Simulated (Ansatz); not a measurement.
A periodic structure is given below.

```cif
data_structure
_symmetry_space_group_name_H-M 'P 1'
_symmetry_Int_Tables_number 1
_cell_length_a 3.5364
_cell_length_b 3.5364
_cell_length_c 3.5364
_cell_angle_alpha 90.000
_cell_angle_beta 90.000
_cell_angle_gamma 90.000
_cell_volume 44.23
loop_
_atom_site_label
_atom_site_type_symbol
_atom_site_fract_x
_atom_site_fract_y
_atom_site_fract_z
_atom_site_occupancy
Fe1 Fe 0.00000 0.00000 0.00000 1
Co1 Co 0.50000 0.50000 0.00000 1
Co2 Co 0.50000 0.00000 0.50000 1
Co3 Co 0.00000 0.50000 0.50000 1
```

What crystal do these data define?

The formula is FeCo$_{3}$. Space group Pm-3m (No. 221), lattice primitive cubic. Structure type: Cu₃Au (L1₂) type. The cell comprises 1 formula unit: 1 Fe, 3 Co. About every Fe there are twelve Co in a cuboctahedral arrangement at 2.50 Å. The coordination shell of Co holds eight Co and four Fe in a cuboctahedral arrangement (2.50 Å to Co, 2.50 Å to Fe). The bonds build a three-dimensional framework.

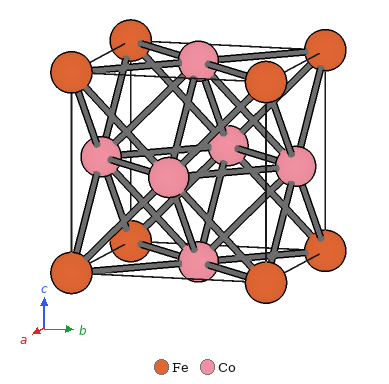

Ball-and-stick representation of a periodic structure, projected slightly off an axis. The conventional unit cell is drawn as a box. Colours: iron orange, cobalt pink.

The structure was taken from a structure listed in the Materials Project, with elements exchanged, so it need not be a known form of the compound. The picture shows the end point of a geometry optimisation with Ansatz, DFT r2SCAN, scalar-relativistic, plane waves, PAW.
